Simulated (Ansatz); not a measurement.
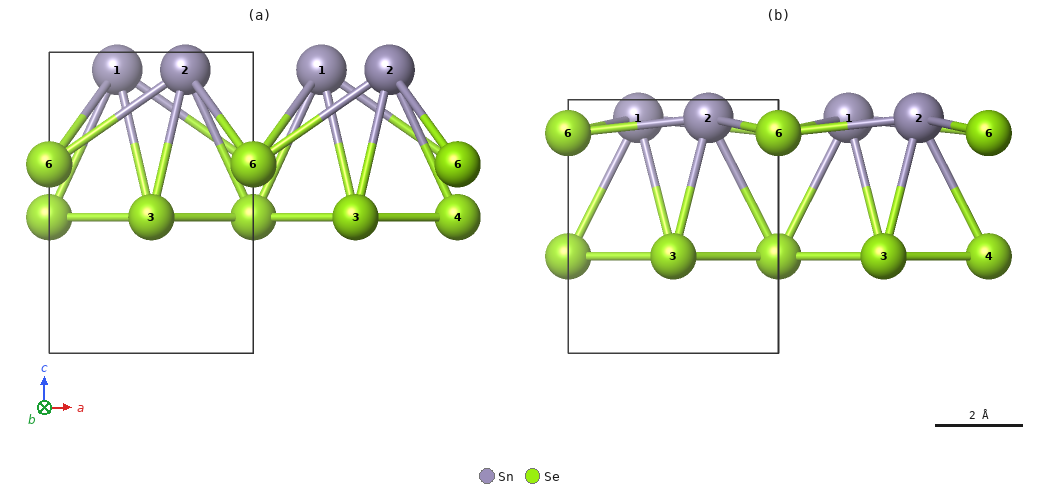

The structure of crystalline SnSe$_{2}$ (a generated structure, set up in P6mm) (coarse preliminary run) before (left) and after (right) a relaxation, at one scale.

A ball-and-stick model of the cell of the calculation, repeated 2 × 1 × 1 with one cell outlined, seen along the b axis.

All numbers below come from DFT PBE, scalar-relativistic, plane waves, PAW in Ansatz. (plane-wave cutoff 420 eV; k-point mesh 6 × 6 × 4; occupations gaussian; smearing width 0.1 eV; no spin polarisation; cell and atoms relaxed; force threshold 0.04 eV/Å; at most 70 steps)

What changed between the two?

The energy falls by 405 meV per atom in 11 accepted moves (12 points after the start). Largest force component: 0.71 eV/Å at the start, 0.0032 eV/Å at the end. Pressure: −0.45 GPa at the start and 0.04 GPa at the end. The SCF was repeated once at an unchanged geometry on a basis and grid sized afresh for the cell, which shifted the energy by 0.1 meV per atom at most. The atom that moves furthest relative to the cell is a Se atom (1.40 Å along +c). Largest moves by element: Se 1.40 Å, Sn 0.08 Å. The volume changes by −10.6 %, with a = b 5.425 → 5.586 Å (+3.0 %), c 6.918 → 5.834 Å (−15.7 %). Some distances before and after: Se–Se 2.973 → 3.980 Å, Se–Sn 3.858 → 3.100 Å, Se–Sn 3.814 → 3.244 Å, Se–Sn 3.736 → 3.571 Å. The space group stays P6mm (No. 183). The run took 3.8 min on 1 thread of Arm Neoverse V2, on a shared host, peak memory 0.48 GiB.

Limits of the set-up: layers or molecules are held without a dispersion correction, so their spacing is unreliable.
